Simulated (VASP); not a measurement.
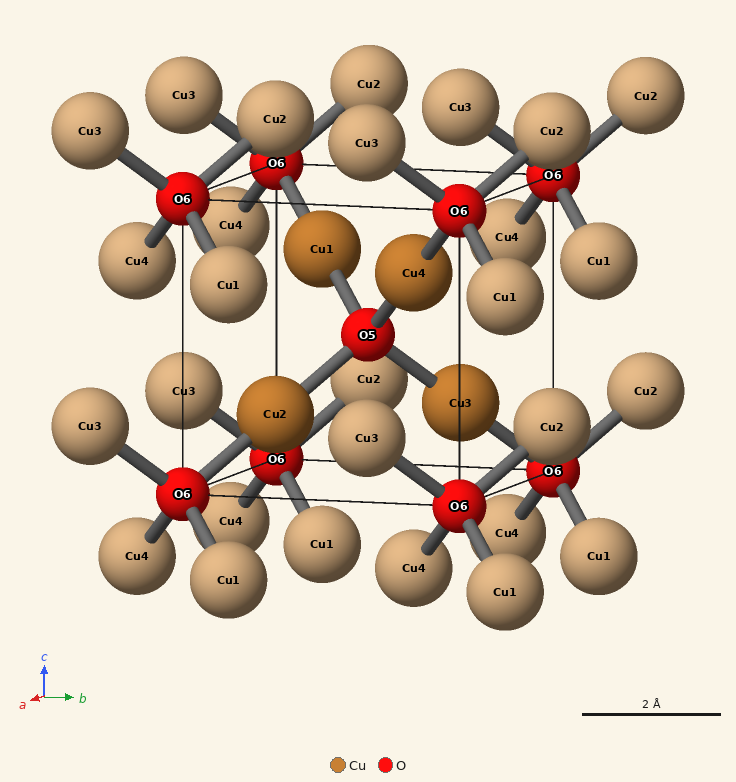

Figure 1. The input geometry (ball-and-stick view of the cell of the calculation, seen slightly off an axis; neighbours outside the cell are drawn fainter; atoms are numbered from 1 in the order of the input). An atom can appear more than once, as a periodic image. Near neighbours in the periodic cell (some may lie outside the picture): Cu has 2 O at 1.85 Å; O has 4 Cu at 1.85 Å.

**Cu$_{2}$O: single-point calculation**

The run: single-point calculation of Cu$_{2}$O (P4₂/nnm, 6 atoms in the cell). Method and program: DFT, PBE, plane waves, PAW (VASP 6.6.1).

The structure derives from a Materials Project entry. The geometry comes from this level: r2SCAN (a point of a series of strains). It belongs to a series of runs on one base structure; here: uniaxial_z strain +2.0%.

### INCAR
```
ENCUT = 520.000000
SIGMA = 0.020000
EDIFF = 1.00e-07
GGA = PE
PREC = Accurate
IBRION = -1
ISIF = 2
ISMEAR = -1
NBANDS = 37
NELM = 120
NSW = 0
LASPH = .TRUE.
LCHARG = .TRUE.
LELF = .TRUE.
LWAVE = .FALSE.
LREAL = .FALSE.
```

### KPOINTS
```
KPOINTS created by Atomic Simulation Environment
0
Gamma
6 6 6
0 0 0
```

### KPOINTS_OPT
```
special points
4
Reciprocal
0.0000000000 0.0000000000 0.0000000000 1
0.0000000000 0.5000000000 0.0000000000 1
0.5000000000 0.5000000000 0.0000000000 1
0.5000000000 0.5000000000 0.5000000000 1
```

### POSCAR
```
Cu O
 1.0000000000000000
     4.2460802981999999    0.0000000000000000    0.0000000000000000
     0.0000000000000000    4.2460802981999999    0.0000000000000000
     0.0000000000000000    0.0000000000000000    4.3310019040999999
 Cu  O
   4   2
Cartesian
  1.0615200745500000  1.0615200745500000  3.2482514280749992
  3.1845602236500001  1.0615200745500000  1.0827504760249997
  1.0615200745500000  3.1845602236500001  1.0827504760249997
  3.1845602236500001  3.1845602236500001  3.2482514280749992
  2.1230401490999999  2.1230401490999999  2.1655009520499995
  0.0000000000000000  0.0000000000000000  0.0000000000000000
```

Command:
```bash
mpirun -np 1 vasp_std
```

### OSZICAR
```
N       E                     dE             d eps       ncg     rms          rms(c)
DAV:   1     0.542295768320E+03    0.54230E+03   -0.25142E+04  2960   0.239E+03
DAV:   2     0.611257034472E+02   -0.48117E+03   -0.45853E+03  2965   0.451E+02
DAV:   3    -0.277741119355E+02   -0.88900E+02   -0.84507E+02  3768   0.213E+02
DAV:   4    -0.333146007882E+02   -0.55405E+01   -0.54562E+01  4286   0.606E+01
DAV:   5    -0.333718373245E+02   -0.57237E-01   -0.57210E-01  3920   0.739E+00    0.185E+01
DAV:   6    -0.304779755623E+02    0.28939E+01   -0.52492E+01  3925   0.133E+02    0.124E+01
DAV:   7    -0.272122791316E+02    0.32657E+01   -0.13600E+01  3878   0.868E+01    0.314E+00
DAV:   8    -0.272986468695E+02   -0.86368E-01   -0.16134E+00  3583   0.706E+00    0.161E+00
DAV:   9    -0.272776280496E+02    0.21019E-01   -0.95235E-02  4072   0.398E+00    0.661E-01
DAV:  10    -0.272708684626E+02    0.67596E-02   -0.37912E-02  4019   0.301E+00    0.273E-01
DAV:  11    -0.272699586258E+02    0.90984E-03   -0.58114E-03  4668   0.883E-01    0.712E-02
DAV:  12    -0.272698967567E+02    0.61869E-04   -0.82488E-04  4014   0.288E-01    0.185E-02
DAV:  13    -0.272699042041E+02   -0.74474E-05   -0.88613E-05  3952   0.147E-01    0.817E-03
DAV:  14    -0.272699034082E+02    0.79591E-06   -0.10399E-05  3717   0.615E-02    0.236E-03
DAV:  15    -0.272699033115E+02    0.96767E-07   -0.20225E-06  4184   0.150E-02    0.131E-03
DAV:  16    -0.272699032778E+02    0.33703E-07   -0.85044E-08  1856   0.364E-03
   1 F= -.27269903E+02 E0= -.27269903E+02  d E =-.296862E-07
       N       E                     dE             ncg
DAV:   1     0.704639592685E+04   -0.26395E+04      296
DAV:   2     0.523453397669E+04   -0.18119E+04      296
DAV:   3     0.491870680506E+04   -0.31583E+03      395
DAV:   4     0.489719780051E+04   -0.21509E+02      387
DAV:   5     0.489684501150E+04   -0.35279E+00      390
DAV:   6     0.489683579086E+04   -0.92206E-02      403
DAV:   7     0.489683536494E+04   -0.42592E-03      387
DAV:   8     0.489683534001E+04   -0.24934E-04      347
DAV:   9     0.489683533841E+04   -0.16017E-05      291
DAV:  10     0.489683533830E+04   -0.10564E-06      225
DAV:  11     0.489683533829E+04   -0.83910E-08      225
```

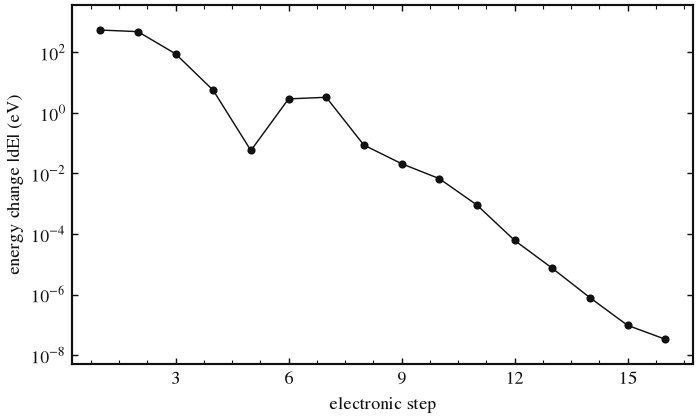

Figure 2. Convergence of the self-consistent field: energy change |dE| against the electronic step. It takes 16 electronic steps. The density is held fixed in the first few steps, and dE rises again when its update begins.

### Parts of OUTCAR
```
k-points           NKPTS =     40   k-points in BZ     NKDIM =     40   number of bands    NBANDS=     37

   NELECT =      56.0000    total number of electrons

   dimension x,y,z NGX =    32 NGY =   32 NGZ =   32
   dimension x,y,z NGXF=    64 NGYF=   64 NGZF=   64

  energy-cutoff  :      520.00
  volume of cell :       78.08
      direct lattice vectors                 reciprocal lattice vectors
     4.246080298  0.000000000  0.000000000     0.235511326  0.000000000  0.000000000
     0.000000000  4.246080298  0.000000000     0.000000000  0.235511326  0.000000000
     0.000000000  0.000000000  4.331001904     0.000000000  0.000000000  0.230893457

 k-points in reciprocal lattice and weights: KPOINTS created by Atomic Simulation Env
   0.00000000  0.00000000  0.00000000       0.005
   0.16666667  0.00000000  0.00000000       0.019
   0.33333333  0.00000000  0.00000000       0.019
   0.50000000  0.00000000  0.00000000       0.009
   0.16666667  0.16666667  0.00000000       0.019
   0.33333333  0.16666667  0.00000000       0.037
   0.50000000  0.16666667  0.00000000       0.019
   0.33333333  0.33333333  0.00000000       0.019
   0.50000000  0.33333333  0.00000000       0.019
   0.50000000  0.50000000  0.00000000       0.005
   0.00000000  0.00000000  0.16666667       0.009
   0.16666667  0.00000000  0.16666667       0.037
   0.33333333  0.00000000  0.16666667       0.037
   0.50000000  0.00000000  0.16666667       0.019
   0.16666667  0.16666667  0.16666667       0.037
   0.33333333  0.16666667  0.16666667       0.074
   0.50000000  0.16666667  0.16666667       0.037
   0.33333333  0.33333333  0.16666667       0.037
   0.50000000  0.33333333  0.16666667       0.037
   0.50000000  0.50000000  0.16666667       0.009
   0.00000000  0.00000000  0.33333333       0.009
   0.16666667  0.00000000  0.33333333       0.037
   0.33333333  0.00000000  0.33333333       0.037
   0.50000000  0.00000000  0.33333333       0.019
   0.16666667  0.16666667  0.33333333       0.037
   0.33333333  0.16666667  0.33333333       0.074
   0.50000000  0.16666667  0.33333333       0.037
   0.33333333  0.33333333  0.33333333       0.037
   0.50000000  0.33333333  0.33333333       0.037
   0.50000000  0.50000000  0.33333333       0.009
   0.00000000  0.00000000  0.50000000       0.005
   0.16666667  0.00000000  0.50000000       0.019
   0.33333333  0.00000000  0.50000000       0.019
   0.50000000  0.00000000  0.50000000       0.009
   0.16666667  0.16666667  0.50000000       0.019
   0.33333333  0.16666667  0.50000000       0.037
   0.50000000  0.16666667  0.50000000       0.019
   0.33333333  0.33333333  0.50000000       0.019
   0.50000000  0.33333333  0.50000000       0.019
   0.50000000  0.50000000  0.50000000       0.005

 E-fermi :   4.9370

 k-point     1 :       0.0000    0.0000    0.0000
  band No.  band energies     occupation
      1     -15.4139      2.00000
      2     -14.6950      2.00000
      3      -2.5533      2.00000
      4      -2.4697      2.00000
      5      -2.4697      2.00000
      6      -0.1379      2.00000
      7      -0.1214      2.00000
      8      -0.0732      2.00000
      9      -0.0732      2.00000
     10       1.6876      2.00000
     11       1.6898      2.00000
     12       1.7955      2.00000
     13       1.8260      2.00000
     14       1.8260      2.00000
     15       2.6480      2.00000
     16       2.6992      2.00000
     17       2.7544      2.00000
     18       2.7991      2.00000
     19       2.7991      2.00000
     20       2.9281      2.00000
     21       2.9281      2.00000
     22       2.9284      2.00000
     23       3.0996      2.00000
     24       3.1181      2.00000
     25       3.1181      2.00000
     26       4.6285      2.00000
     27       4.6787      2.00000
     28       4.6787      2.00000
     29       5.1780      0.00001
     30       5.8634      0.00000
     31       6.0389      0.00000
     32      12.3671      0.00000
     33      12.6482      0.00000
     34      12.6482      0.00000
     35      13.8063      0.00000
     36      14.0386      0.00000
     37      14.0386      0.00000

 k-point     2 :       0.1667    0.0000    0.0000
  band No.  band energies     occupation
      1     -15.3644      2.00000
      2     -14.7417      2.00000
      3      -2.4497      2.00000
      4      -2.4056      2.00000
      5      -2.3696      2.00000
      6      -0.6793      2.00000
      7      -0.3774      2.00000
      8      -0.3300      2.00000
      9       0.3295      2.00000
     10       1.7369      2.00000
     11       1.8292      2.00000
     12       1.8481      2.00000
     13       1.9873      2.00000
     14       2.0125      2.00000
     15       2.6582      2.00000
     16       2.6972      2.00000
     17       2.7402      2.00000
     18       2.7997      2.00000
     19       2.8259      2.00000
     20       2.8406      2.00000
     21       2.9789      2.00000
     22       2.9809      2.00000
     23       2.9902      2.00000
     24       3.0782      2.00000
     25       3.0959      2.00000
     26       3.8490      2.00000
     27       4.5654      2.00000
     28       4.6085      2.00000
     29       5.4200      0.00000
     30       6.3374      0.00000
     31       6.8717      0.00000
     32      12.1639      0.00000
     33      12.2439      0.00000
     34      12.5075      0.00000
     35      12.6873      0.00000
     36      13.2214      0.00000
     37      13.4618      0.00000

 k-point     3 :       0.3333    0.0000    0.0000
  band No.  band energies     occupation
      1     -15.2308      2.00000
      2     -14.8706      2.00000
      3      -2.2015      2.00000
      4      -2.1697      2.00000
      5      -2.1036      2.00000
      6      -1.3062      2.00000
      7      -0.8815      2.00000
      8      -0.8352      2.00000
      9       0.7802      2.00000
     10       1.7448      2.00000
     11       1.8831      2.00000
     12       2.1200      2.00000
     13       2.3056      2.00000
     14       2.3214      2.00000
     15       2.4825      2.00000
     16       2.5637      2.00000
     17       2.6472      2.00000
     18       2.7367      2.00000
     19       2.7700      2.00000
     20       2.7748      2.00000
     21       2.8891      2.00000
     22       2.9804      2.00000
     23       3.0041      2.00000
     24       3.0153      2.00000
     25       3.2693      2.00000
     26       3.2856      2.00000
     27       4.3956      2.00000
     28       4.4197      2.00000
     29       6.0777      0.00000
     30       7.3925      0.00000
     31       7.4554      0.00000
     32      10.6999      0.00000
     33      12.0071      0.00000
     34      12.1839      0.00000
     35      12.3739      0.00000
     36      12.5048      0.00000
     37      12.6798      0.00000

 k-point     4 :       0.5000    0.0000    0.0000
  band No.  band energies     occupation
      1     -15.0495      2.00000
      2     -15.0495      2.00000
      3      -1.9052      2.00000
      4      -1.9052      2.00000
      5      -1.8351      2.00000
      6      -1.8351      2.00000
      7      -1.1830      2.00000
      8      -1.1830      2.00000
      9       1.3260      2.00000
     10       1.3260      2.00000
     11       2.1344      2.00000
     12       2.1344      2.00000
     13       2.3342      2.00000
     14       2.3342      2.00000
     15       2.5140      2.00000
     16       2.5140      2.00000
     17       2.6590      2.00000
     18       2.6590      2.00000
     19       2.6775      2.00000
     20       2.6775      2.00000
     21       2.8111      2.00000
     22       2.8111      2.00000
     23       2.9905      2.00000
     24       2.9905      2.00000
     25       3.4833      2.00000
     26       3.4833      2.00000
     27       4.2664      2.00000
     28       4.2664      2.00000
     29       6.9130      0.00000
     30       6.9130      0.00000
     31       8.9074      0.00000
     32       8.9074      0.00000
     33      11.9334      0.00000
     34      11.9334      0.00000
     35      12.3330      0.00000
     36      12.3330      0.00000
     37      14.0069      0.00000

 k-point     5 :       0.1667    0.1667    0.0000
  band No.  band energies     occupation
      1     -15.3206      2.00000
      2     -14.7810      2.00000
      3      -2.4944      2.00000
      4      -2.3622      2.00000
      5      -2.1367      2.00000
      6      -1.0666      2.00000
      7      -0.5599      2.00000
      8      -0.3183      2.00000
      9       0.4555      2.00000
     10       1.7790      2.00000
     11       1.8827      2.00000
     12       1.9309      2.00000
     13       2.0569      2.00000
     14       2.1385      2.00000
     15       2.6511      2.00000
     16       2.6711      2.00000
     17       2.7203      2.00000
     18       2.7287      2.00000
     19       2.8676      2.00000
     20       2.8869      2.00000
     21       2.9360      2.00000
     22       2.9431      2.00000
     23       2.9774      2.00000
     24       3.0325      2.00000
     25       3.0824      2.00000
     26       3.7649      2.00000
     27       4.2608      2.00000
     28       4.5058      2.00000
     29       5.6442      0.00000
     30       6.8013      0.00000
     31       7.2643      0.00000
     32      11.2994      0.00000
     33      11.5196      0.00000
     34      12.1312      0.00000
     35      12.6661      0.00000
     36      13.4829      0.00000
     37      13.6055      0.00000

 [... the levels of 34 k-points are left out ...]

 k-point    40 :       0.5000    0.5000    0.5000
  band No.  band energies     occupation
      1     -15.2387      2.00000
      2     -14.7709      2.00000
      3      -2.4270      2.00000
      4      -2.3918      2.00000
      5      -2.3918      2.00000
      6      -0.9642      2.00000
      7      -0.9574      2.00000
      8      -0.9574      2.00000
      9       1.4650      2.00000
     10       1.4954      2.00000
     11       1.4954      2.00000
     12       2.1568      2.00000
     13       2.2067      2.00000
     14       2.3891      2.00000
     15       2.3891      2.00000
     16       2.4221      2.00000
     17       2.7365      2.00000
     18       2.7453      2.00000
     19       2.7453      2.00000
     20       2.9310      2.00000
     21       2.9440      2.00000
     22       2.9440      2.00000
     23       3.0503      2.00000
     24       3.0675      2.00000
     25       3.6812      2.00000
     26       4.0956      2.00000
     27       4.0956      2.00000
     28       4.1120      2.00000
     29       7.0624      0.00000
     30       7.1832      0.00000
     31       7.1832      0.00000
     32       9.5007      0.00000
     33       9.5350      0.00000
     34       9.5350      0.00000
     35      11.7289      0.00000
     36      12.2860      0.00000
     37      18.3256      0.00000

  Total        1.3895795      1.3895795      1.2351316      0.0000000      0.0000000     -0.0000000
  in kB       28.5121003     28.5121003     25.3430592      0.0000000      0.0000000     -0.0000000
  external PRESSURE =      27.4557533 kB  Pullay stress =       0.0000000 kB

 POSITION                                       TOTAL-FORCE (eV/Angst)
 -----------------------------------------------------------------------------------
      1.06152      1.06152      3.24825        -0.000000      0.000000     -0.000000
      3.18456      1.06152      1.08275        -0.000000     -0.000000     -0.000000
      1.06152      3.18456      1.08275        -0.000000      0.000000      0.000000
      3.18456      3.18456      3.24825         0.000000     -0.000000      0.000000
      2.12304      2.12304      2.16550        -0.000000     -0.000000     -0.000000
      0.00000      0.00000      0.00000        -0.000000     -0.000000     -0.000000
 -----------------------------------------------------------------------------------
    total drift:                               -0.000000      0.000000     -0.000000

  FREE ENERGIE OF THE ION-ELECTRON SYSTEM (eV)
  ---------------------------------------------------
  free  energy   TOTEN  =       -27.2699032778 eV

  energy  without entropy=      -27.2699032481  energy(sigma->0) =      -27.26990326
```

### Key numbers

- outcome: converged
- space group (tolerance 0.01 Å): P4₂/nnm (134)
- electrons treated: 56
- free energy: −27.2699 eV
- Fermi energy: 4.937 eV
- band gap: 0.50 eV
- pressure: 2.75 GPa
- largest force (length of the vector): under 0.001 eV/Å
- hardware: 1 CPU thread, shared host
- wall time: 75 s
- peak memory: 0.27 GiB
